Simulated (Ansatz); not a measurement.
# Zn3SnO: what the fields show

Input file:

```
crystal:
  lattice:
    - [4.887933046, 0.0, 0.0115836597]
    - [0.0, 3.2019481176, 0.0]
    - [-0.3335883487, 0.0, 5.595409907]
  atoms:
    - { symbol: Zn, position: [0.304636191, 0.5, 0.5131135253] }
    - { symbol: Zn, position: [0.6219333555, 0.0, 0.9404959863] }
    - { symbol: Zn, position: [0.8909645312, 0.0, 0.4057516781] }
    - { symbol: Sn, position: [0.1186225732, 0.5, 0.0054506226] }
    - { symbol: O, position: [0.5538443891, 0.0, 0.5751861778] }
basis:
  ecutwfc: 420
kpoints:
  mp_grid: { grid: [6, 10, 6] }
  band_path:
    path:
      - [0.0, 0.0, 0.0]
      - [0.0, 0.5, 0.0]
      - [0.0, 0.5, 0.5]
      - [0.0, 0.0, 0.5]
      - [0.0, 0.0, 0.0]
      - [-0.5, 0.0, 0.5]
      - [-0.5, 0.5, 0.5]
      - [0.0, 0.5, 0.0]
      - [-0.5, 0.5, 0.0]
      - [-0.5, 0.0, 0.0]
      - [0.0, 0.0, 0.0]
    npoints: 14
hamiltonian:
  xc: pbe
scf:
  occupations: { method: gaussian, width: 0.1 }
  n_extra_bands: 12
output:
  forces: true
  stress: true
  eigenvalues: true
  populations: true
  dos: { projected: true, de: 0.02, nscf_kmesh: { grid: [8, 12, 8] } }
  bader: true
  write_density: true
  write_potential: true
  elf: true
  volumetric_format: npy
```

Launched as:

```sh
ansatz run input.yaml --threads 1 --pin off --max-ram 2560MiB --backend cpu --events-out ev --progress --plain --runs-dir out
```

Below, planes, directions and counts refer to the conventional cell (a = 4.89 Å, b = 3.20 Å, c = 5.61 Å, α = 90.00°, β = 93.28°, γ = 90.00°).

Space group Pm; a generated structure, not necessarily the stable one.

Computed with DFT PBE, scalar-relativistic, plane waves, PAW in Ansatz 0.2.0.

Core electrons are frozen (PAW), and the valence fields are smoothed inside the atomic spheres.

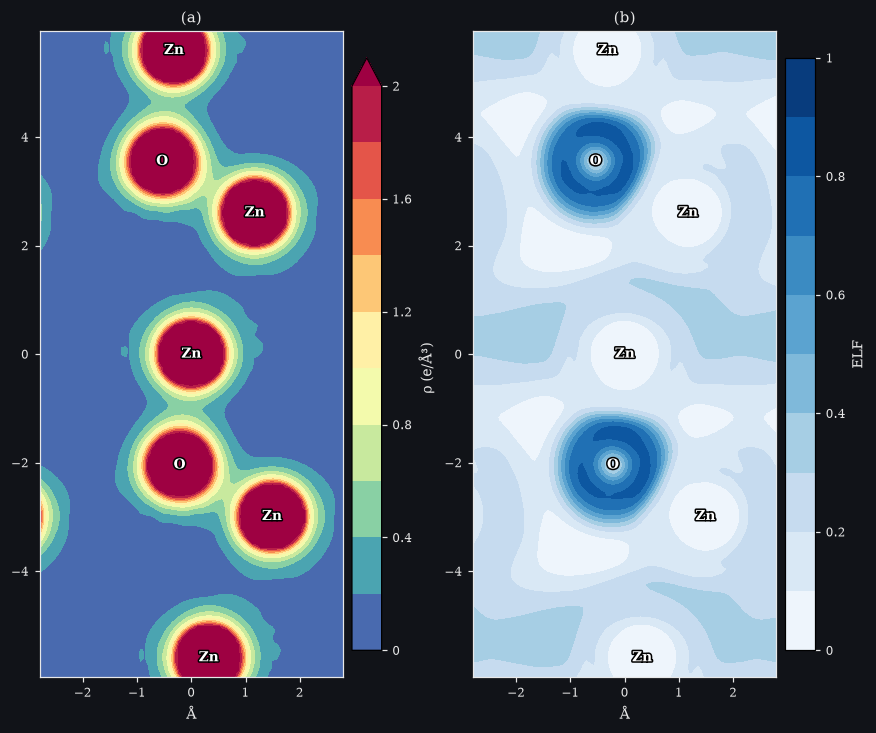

Figure 1. (a) valence electron density; (b) ELF on the (010) plane of the conventional cell.

### What do the fields say about this system?

The section cuts through Zn and O sites. Zn–O (1.95 Å): ρ is about 0.64 e/Å³ halfway; the ELF peaks at about 0.85 in the valence shell of O, 0.6 Å from its nucleus, and is about 0.30 at the midpoint: no localised pair shows between them. Zn–O (2.06 Å): the density is about 0.49 e/Å³ at the midpoint; the ELF peaks at about 0.85 in the valence shell of O, 0.6 Å from its nucleus, and is about 0.25 at the midpoint (no localised pair shows between them). Between the atoms the lowest density in this plane is 0.04 e/Å³.

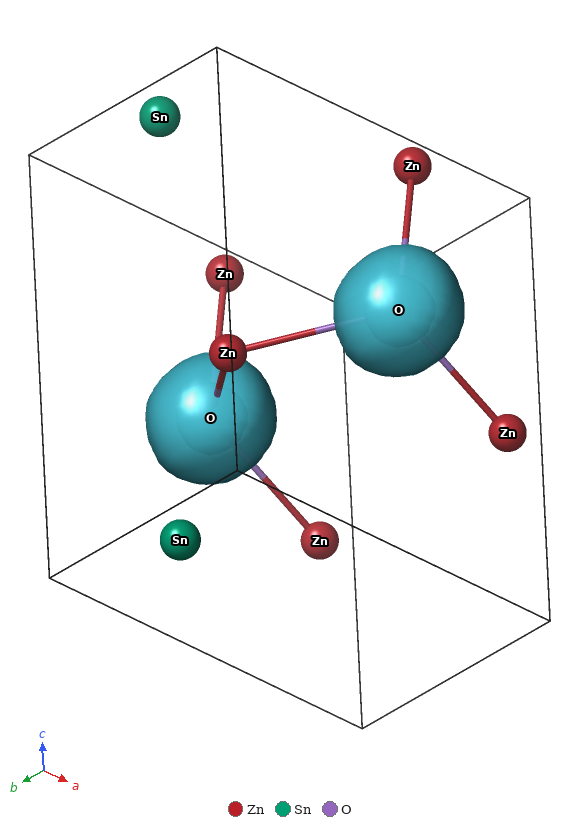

Figure 2. Isosurface of the ELF at 0.75 (cyan), seen at an oblique angle. Only the valence region is drawn (cores and ρ < 0.01 e/Å³ removed). Sticks mark near contacts.

### Identify the bonds, lone pairs and shells in this picture.

At this value the surface marks out one region wrapped around O (its valence shell), counted in one cell of 5 atoms. Any copies at cell faces, edges or corners count once. Profiles from the grid: Zn–Sn (2.91 Å): the ELF is about 0.40 at the midpoint.

### Does the calculation give a band gap?

It is gapless in this calculation (a metal or semimetal).

### How much charge does the calculation move between the atoms?

Electrons move from Zn towards O. Bader charges: Zn +0.29 to +0.55, Sn −0.10 and O −1.18 e.
